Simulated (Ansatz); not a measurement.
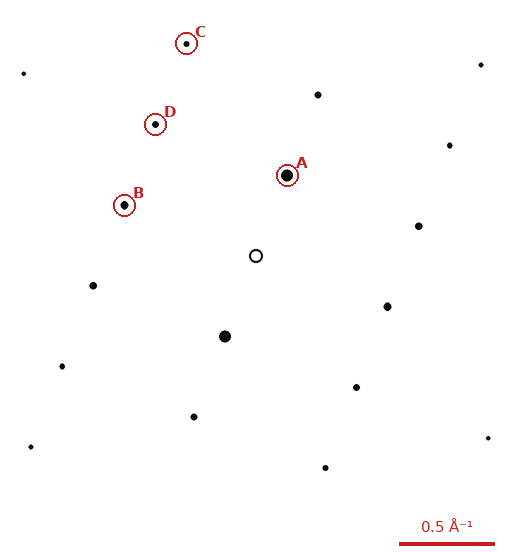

Simulated selected-area electron diffraction pattern (300 kV, kinematic approximation, thin crystal, B = 1 Å² for all atoms). The zone axis points towards the electron source and the pattern is seen from the source side.

Si, space group Fm-3m (No. 225), a = 3.80 Å. Structure: the geometry relaxed with Ansatz 0.2.0, DFT, r2SCAN, plane waves (500 eV) with PAW, scalar-relativistic; the starting structure was generated, so it need not be a known form of this composition.

Spot A is indexed -1 1 1 and spot B 0 -2 2.

> Give hkl for C, D.

C = 2A + B = -2 0 4 (d = 0.850 Å). D = A + B = -1 -1 3 (d = 1.146 Å).

> Give [uvw].

The cross product of A and B is parallel to [211]; every spot obeys hu + kv + lw = 0.

> What are the spacings of A and B and the angle between them?

d(A) = 2.195 Å, d(B) = 1.344 Å, and the angle is 90.0°.
